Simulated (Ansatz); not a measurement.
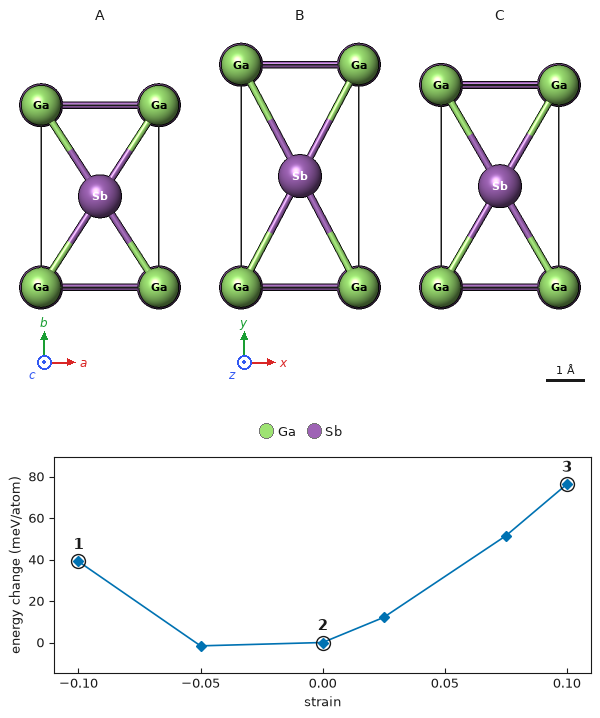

A scan of solid GaSb (Immm): the cell is strained along y alone, with the atoms kept at their fractional coordinates. x, y and z are the Cartesian axes of the input. The frames are shuffled; the numbered points of the plot belong to them. Style: ball-and-stick. Shown: the conventional cell (2 times the calculation's cell), along the c axis. Lengths and directions refer to the drawn axes.

The calculation used Ansatz, DFT r2SCAN, scalar-relativistic, plane waves, PAW. Set-up: plane-wave cutoff 500 eV; k-point mesh 18 × 18 × 18; occupations gaussian; smearing width 0.15 eV; no spin polarisation. Energies (free energies at the smearing named) are counted from the cell as listed in its source, which wasn't relaxed.

Question: Match the frames to the points.

Answer: Point 1 is frame A (the strain −0.10, 39.1 meV/atom); 2 is frame C (the strain 0.00, 0.0 meV/atom); 3 is frame B (the strain 0.10, 76.3 meV/atom). The lowest computed point lies at the strain −0.05 (−1.6 meV/atom). The end points stand at 39.1 meV/atom (−0.10) and 76.3 meV/atom (0.10). The unrelaxed reference is under a pressure of −1.8 GPa, which tilts the curve. The distortion keeps the space group Immm. At the strain −0.10 the cell of the drawing goes b 5.350 → 4.815 Å.
